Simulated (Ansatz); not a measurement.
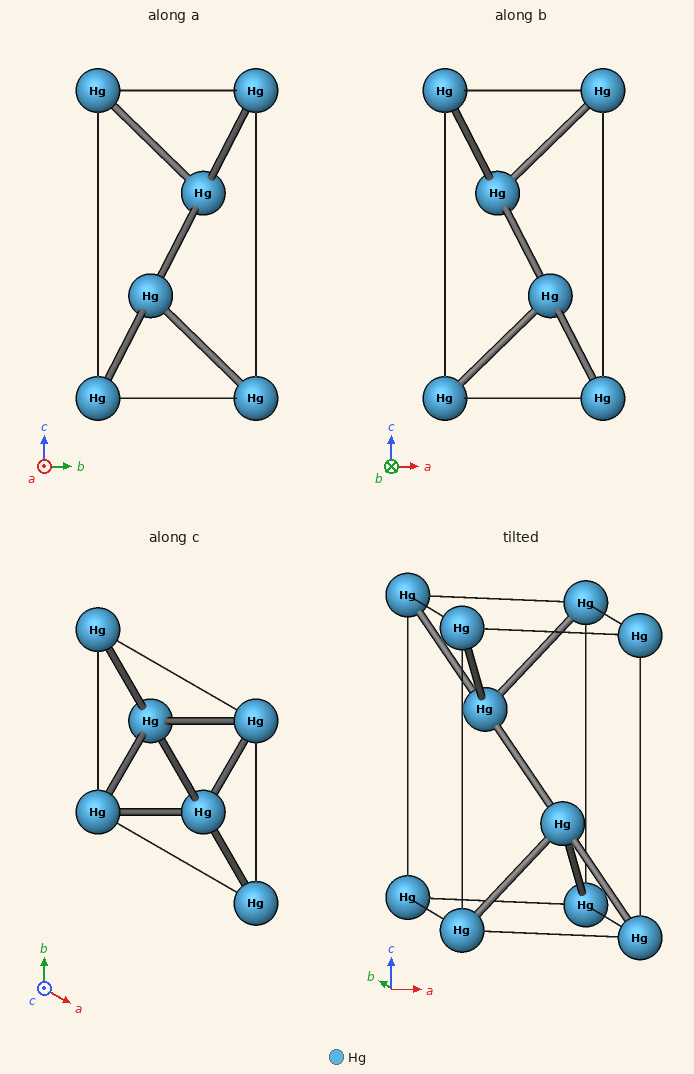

Drawn in the ball-and-stick manner and seen along the a axis, along the b axis, along the c axis and slightly off an axis. Thin lines show the conventional unit cell, with boundary atoms drawn in all their periodic places.

Lattice parameters: a = 3.8827 Å, b = 3.8827 Å, c = 6.5523 Å, α = 90.000°, β = 90.000°, γ = 120.000°.

Turn the picture into a CIF with its space group and independent sites.

```cif
data_structure
_symmetry_space_group_name_H-M 'R -3 m :H'
_symmetry_Int_Tables_number 166
_cell_length_a 3.8827
_cell_length_b 3.8827
_cell_length_c 6.5523
_cell_angle_alpha 90.000
_cell_angle_beta 90.000
_cell_angle_gamma 120.000
_cell_volume 85.55
loop_
_atom_site_label
_atom_site_type_symbol
_atom_site_symmetry_multiplicity
_atom_site_Wyckoff_symbol
_atom_site_fract_x
_atom_site_fract_y
_atom_site_fract_z
_atom_site_occupancy
Hg1 Hg 3 a 0.0000 0.0000 0.0000 1
```

Origin of the cell: a structure type known for this element. The geometry comes from a coarse first relaxation with DFT PBE, scalar-relativistic, plane waves, PAW in Ansatz.
